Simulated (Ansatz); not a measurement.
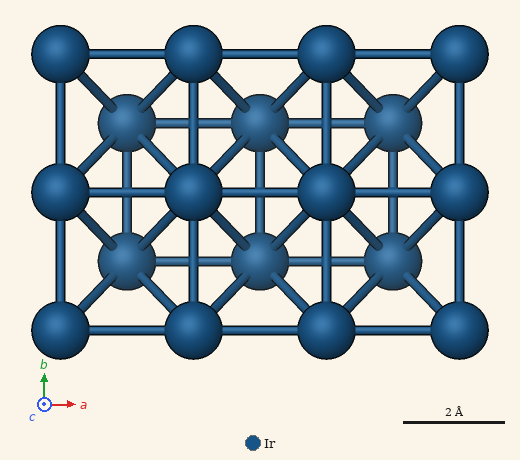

This is the input geometry for a relaxation of solid Ir (set up in Immm). The picture is a ball-and-stick view of the cell of the calculation, repeated 3 × 2 × 1 with one cell outlined, seen along the c axis.

Case: uniaxial strain along a of -3.0 %; b, c and atoms relaxed.

These are results of DFT PBE, scalar-relativistic, plane waves, PAW (Ansatz), not measurements.

The input:
```yaml
crystal:
  lattice:
    - [1.8772665207, 1.8772665207, 0.0]
    - [-1.9498412573, 1.9498412573, 0.0]
    - [0.0, 0.0, 3.8996825147]
  atoms:
    - { symbol: Ir, position: [0.0, 0.0, 0.0] }
    - { symbol: Ir, position: [0.5, 0.5, 0.5] }
basis:
  ecutwfc: 420
kpoints:
  mp_grid: { grid: [18, 18, 14] }
hamiltonian:
  xc: pbe
scf:
  occupations: { method: gaussian, width: 0.1 }
output:
  forces: true
  stress: true
  eigenvalues: true
relax:
  adjacent_minimum: "off"
  f_tol: 0.008
  max_steps: 40
  cell: { stress_tol: 0.015, fix: [a, angles] }
```

Run as
```bash
ansatz run input.yaml --threads 1 --pin off --max-ram 2560MiB --backend cpu --events-out ev --progress --plain --runs-dir out
```

> What does the optimiser find from here?

The atoms keep their places relative to the cell (all moves are under 0.005 Å). The volume changes by −0.1 %, with a unchanged at 2.655 Å, b 2.757 → 2.746 Å (−0.4 %), c 3.900 → 3.912 Å (+0.3 %). Near-neighbour distances that change, for instance: Ir1–Ir1 2.757 → 2.746 Å. The space group stays Immm (No. 71). The energy falls by 0.5 meV per atom in 2 accepted moves (4 points after the start). All forces vanish by symmetry, so only the cell relaxes. Pressure: 6.29 GPa at the start and 6.68 GPa at the end. The line search rejected the trial step at point 1 of the run. The SCF was repeated once at an unchanged geometry on a basis and grid sized afresh for the cell, which shifted the energy by less than 0.05 meV per atom at most. The run took 100 s on 1 thread of Arm Neoverse V2 (shared host), peak memory 0.65 GiB.

Step by step:

```
step  E − E(0), meV/atom  pressure, GPa  volume, Å³/atom                      note
   0                0.00           6.29           14.274                          
   1                0.47           7.53           14.223                  rejected
   2               -0.51           6.65           14.258                          
   3               -0.51           6.68           14.257                          
   4               -0.50           6.68           14.257  same geometry, new basis
```
